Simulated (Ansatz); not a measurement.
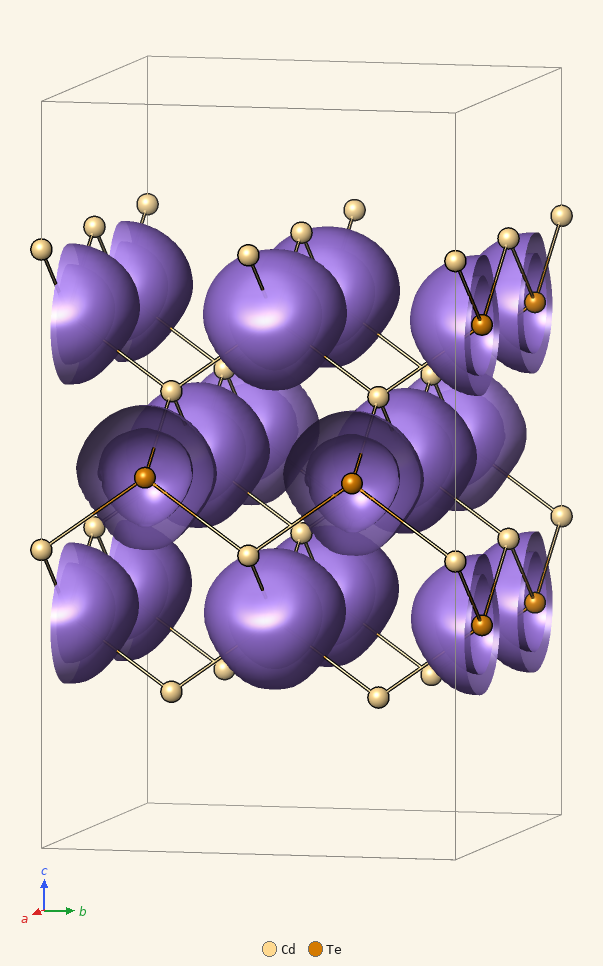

The picture shows: Cd4Te3 (slab). Isosurface of the electron localisation function at 0.55 (purple), seen slightly off an axis. Core shells and regions of very low density are left out. Sticks mark near contacts.

These are results of DFT PBEsol, scalar-relativistic, plane waves, PAW in Ansatz 0.2.0, not measurements.

In a PAW calculation such maps are meaningful between the atoms, not at the nuclei.

```cif
data_structure
_symmetry_space_group_name_H-M 'P 1'
_symmetry_Int_Tables_number 1
_cell_length_a 4.5887
_cell_length_b 4.5887
_cell_length_c 24.7340
_cell_angle_alpha 90.000
_cell_angle_beta 90.000
_cell_angle_gamma 90.000
_cell_volume 520.79
loop_
_atom_site_label
_atom_site_type_symbol
_atom_site_fract_x
_atom_site_fract_y
_atom_site_fract_z
_atom_site_occupancy
Cd1 Cd 0.50000 0.50000 0.30323 1
Te1 Te 0.50000 0.00000 0.36882 1
Cd2 Cd 0.00000 0.00000 0.43441 1
Te2 Te 0.00000 0.50000 0.50000 1
Cd3 Cd 0.50000 0.50000 0.56559 1
Te3 Te 0.50000 0.00000 0.63118 1
Cd4 Cd 0.00000 0.00000 0.69677 1
```

Identify the bonds, lone pairs and shells in this picture.

At this value the surface marks out three regions wrapped around Te (the valence shell of each), counted in one cell of 7 atoms. Counts are for one cell; the picture repeats the cell along the surface.

Values along the shortest contacts:
Cd–Te (2.81 Å): the ELF is about 0.45 at the midpoint and 0.15 at its lowest between the atoms.

Does the calculation make it a metal, or give it a gap?

It is metallic or semimetallic at this level of theory: no gap opens.
